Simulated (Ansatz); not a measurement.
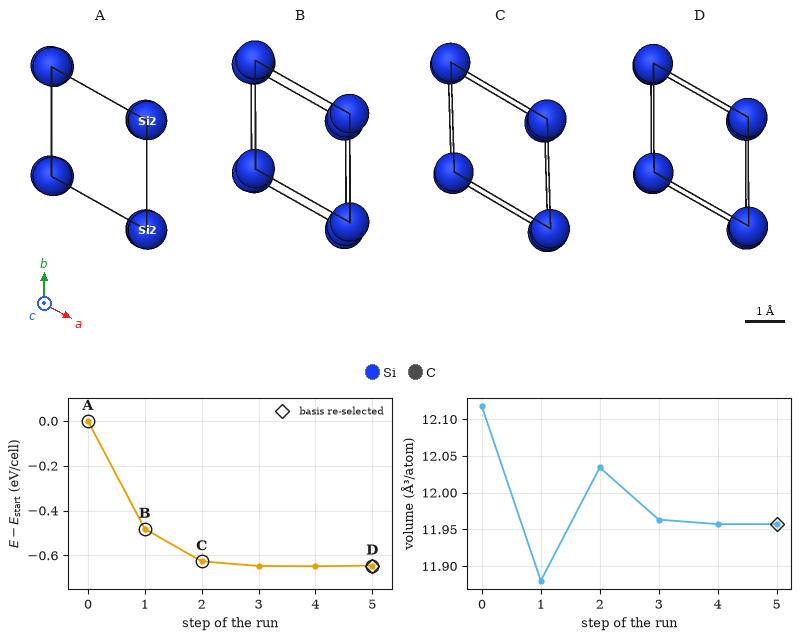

Frames of a relaxation of a crystal of Si$_{2}$C$_{3}$ (a generated structure, set up in P1) (coarse preliminary run), marked on the history of the run. Style: ball-and-stick. Shown: the cell of the calculation, along the c axis.

Computed with Ansatz 0.2.0, DFT PBE, scalar-relativistic, plane waves, PAW.

The input:
```yaml
crystal:
  lattice:
    - [2.8283351829, 0.0137677375, -0.0003945125]
    - [-1.4022443811, 2.45848502, -0.018317474]
    - [-0.002452067, -0.1328795893, 17.3793464737]
  atoms:
    - { symbol: Si, position: [1.0290848438, 1.0147999327, 0.4240202674] }
    - { symbol: Si, position: [1.0077921907, 0.0042508138, 0.9258218157] }
    - { symbol: Si, position: [-0.019725694, -0.001137556, 0.0758305168] }
    - { symbol: Si, position: [-0.0133640186, 0.0046650875, 0.5713336351] }
    - { symbol: C, position: [0.0067098018, 0.0077394128, 0.1751689401] }
    - { symbol: C, position: [-0.0048550572, 0.009845114, 0.674372367] }
    - { symbol: C, position: [1.0076986831, 0.9910855749, 0.2539175716] }
    - { symbol: C, position: [0.9679554139, 0.9929862644, 0.7507422192] }
    - { symbol: C, position: [0.9936807155, 1.0023698925, 0.3238623968] }
    - { symbol: C, position: [1.025023121, 0.9733954635, 0.8249302701] }
basis:
  ecutwfc: 420
kpoints:
  mp_grid: { grid: [12, 12, 2] }
hamiltonian:
  xc: pbe
scf:
  occupations: { method: gaussian, width: 0.2 }
  lower_state_search: "off"
output:
  forces: true
  stress: true
  eigenvalues: true
relax:
  adjacent_minimum: "off"
  f_tol: 0.025
  max_steps: 60
  cell: { stress_tol: 0.25 }
```

Launched with:
```bash
ansatz run input.yaml --threads 1 --pin off --max-ram 2560MiB --backend cpu --events-out ev --progress --plain --runs-dir out
```

Describe the path.

Answer. C10 moves most relative to the cell: 0.13 Å roughly along [−1 1 0]. Largest moves by element: C 0.13 Å, Si 0.08 Å. Cell: a 2.828 → 2.814 Å (−0.5 %), b 2.830 → 2.812 Å (−0.6 %), c 17.380 → 17.449 Å (+0.4 %), α 90.7° → 90.0°, γ 119.4° → 120.0°. Volume −1.3 %. Near-neighbour distances that change, for instance: C5–C7 1.370 → 1.276 Å, Si3–C5 1.727 → 1.806 Å, Si1–C9 1.742 → 1.806 Å, C7–C9 1.217 → 1.276 Å. Among the angles between lasting bonds that change: Si2–C10–C8 167.8° → 180.0°, C6–C8–C10 169.4° → 180.0°, Si1–C9–C7 174.7° → 180.0°. The space group (tolerance 0.01 Å) goes from P1 (No. 1) to P6/mmm (No. 191). Over 4 accepted moves (5 points after the start) the energy falls by 0.645 eV per cell of the calculation. The largest force component goes from 7.5 to 0.0054 eV/Å. Pressure: −0.56 GPa at the start and −0.03 GPa at the end. At 1 point the geometry stayed and the basis and grid were re-selected for the new cell (energy shift of 2.7 meV per cell of the calculation at most each time). From step 0 to 1: C10 moves most (0.11 Å), volume −2.0 %, energy −0.481 eV per cell of the calculation. From step 1 to 2: C10 moves most (0.13 Å), volume +1.3 %, energy −0.145 eV per cell of the calculation. From step 2 to 5: C6 moves most (0.02 Å), volume −0.6 %, energy −19.2 meV per cell of the calculation.
